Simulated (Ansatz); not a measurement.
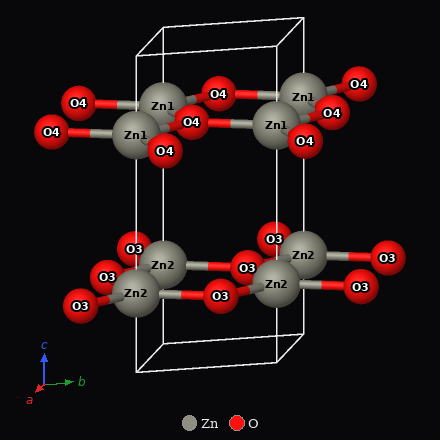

The system is ZnO (P6_3/mmc, No. 194; 4 atoms in the cell); the picture shows the reference structure. The cell is strained homogeneously, by one strain along x and y and another along z, with fractional coordinates fixed (x along [1 0 0], z along [0 0 1] of the conventional cell). Coordinates scanned: (1) strain along x and y; (2) strain along z. The grid has 5 × 5 points. At 4 points there is no value. All energies are given in meV/atom relative to the lowest grid point. The reference cell is the one listed in the database, not relaxed at this level. Theory: Ansatz 0.2.0, DFT PBEsol, scalar-relativistic, plane waves, PAW. Settings: cutoff 420 eV, k-mesh 9×9×4 in the order of the run's cell vectors, gaussian smearing 0.05 eV, no spin polarisation.

Its coordinates:

```
CELL_PARAMETERS angstrom
3.28797 0.00000 0.00000
-1.64398 2.84746 0.00000
0.00000 0.00000 7.13044
ATOMIC_POSITIONS crystal
Zn 0.00000 0.00000 0.75000
Zn 0.00000 0.00000 0.25000
O 0.33333 0.66667 0.25000
O 0.66667 0.33333 0.75000
```

Range: strain along x and y from −3.0 to 3.0 %; strain along z from −3.0 to 3.0 %.

**What landscape does the calculation give?**

The lowest grid point is at strain along x and y = −1.5 %, strain along z = −3.0 %. It lies at the edge of the scanned range, so the true minimum may lie outside. Other grid points that lie below all their neighbours: strain along x and y = −1.5 %, strain along z = 0.0 % (2.3 meV/atom higher). The energy also falls towards the edge at strain along x and y = −1.5 %, strain along z = 3.0 % (4.6 meV/atom above the lowest), where a further well may lie outside the range. The highest grid point, strain along x and y = 3.0 %, strain along z = 3.0 %, lies 87 meV/atom above the lowest. The gap on the k-mesh is 0.7 eV at the lowest point and runs from 0.6 to 0.8 eV over the map.

```
strain along z ↓, strain along x and y →  −3.0  −1.5  0.0  1.5  3.0
                                     3.0    15     5   15   44   87
                                     1.5    13     –   14    –   86
                                     0.0    12     2   13   41   84
                                    −1.5    11     –   12    –   83
                                    −3.0    10     0   10   39   81
```

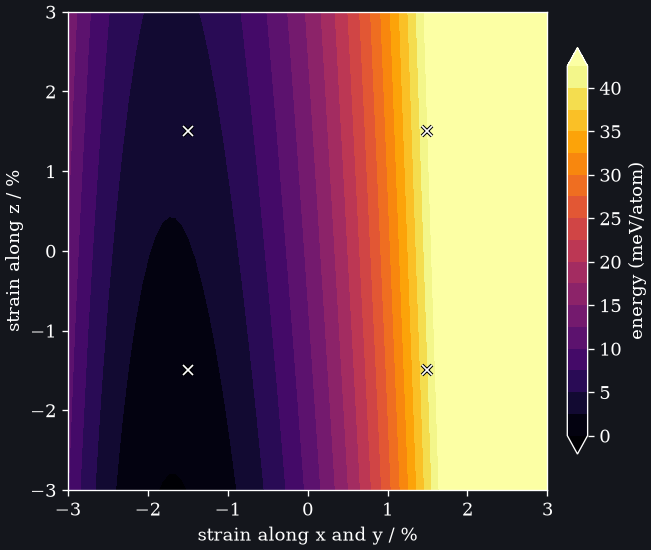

The picture shows filled contours, crosses at grid points without a value, one colour for all values above the top of the scale. Between grid points the surface is interpolated.
